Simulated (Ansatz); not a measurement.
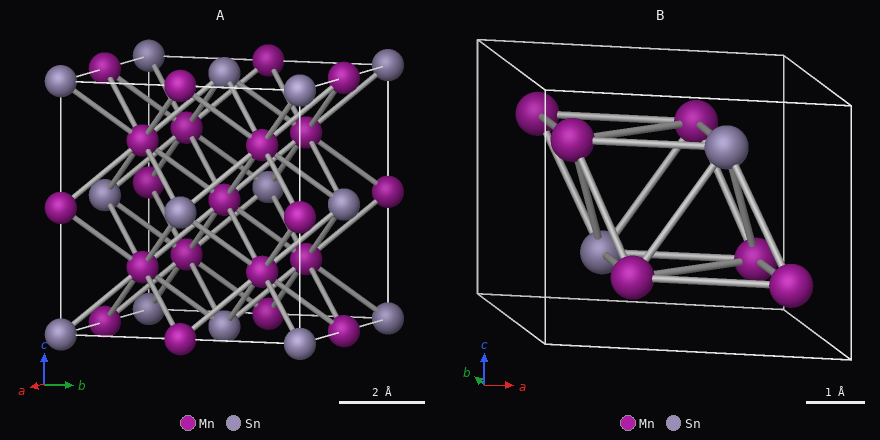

Two structures of Mn$_{3}$Sn, each relaxed to rest (conventional cells in solid outline, small ones repeated, not to one scale). Method: DFT PBE, scalar-relativistic, plane waves, PAW (Ansatz 0.2.0), with collinear spins.

Question: Describe A and B.

Answer: A: D0₃ (BiF₃ or Fe₃Al type), Fm-3m. B: 8 atoms a cell on a primitive hexagonal lattice, P6_3/mmc.

Question: Which structure is more stable?

Answer: A is lower, by 47 meV/atom at this level of theory (energies at zero smearing). Volumes: A 13.8, B 15.1 Å³/atom.
